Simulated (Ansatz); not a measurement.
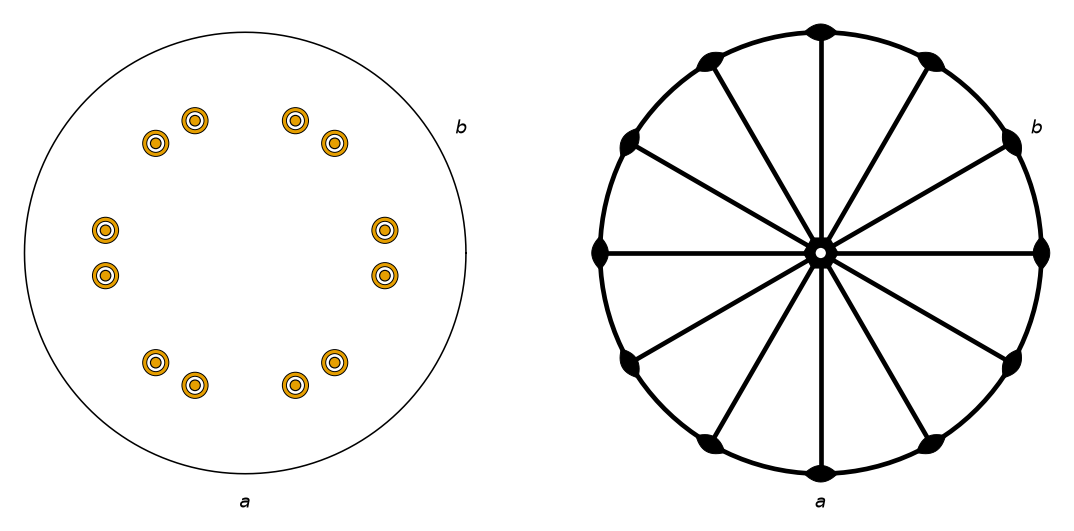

Stereographic projection: filled dots lie in the upper hemisphere, open rings in the lower; heavy lines are mirror planes (a heavy rim: a mirror in the plane of the page); lens, triangle, square and hexagon are 2-, 3-, 4- and 6-fold axes, a lens in an open square is −4, a triangle in an open hexagon −6; thin dashed diameters join the ends of axes that lie in the page; a small open circle marks inversion. The c axis points at the viewer. Left: one general form; right: the symmetry elements. Computed from the symmetry operations of a computed or model structure of composition C.

> Which point group is this?

6/mmm (D6h), order 24, hexagonal system: one sixfold axis, six twofold axes, seven mirror planes, an inversion centre.

> Which physical properties does it allow?

It is centrosymmetric, so neither piezoelectric nor pyroelectric; it is not chiral.
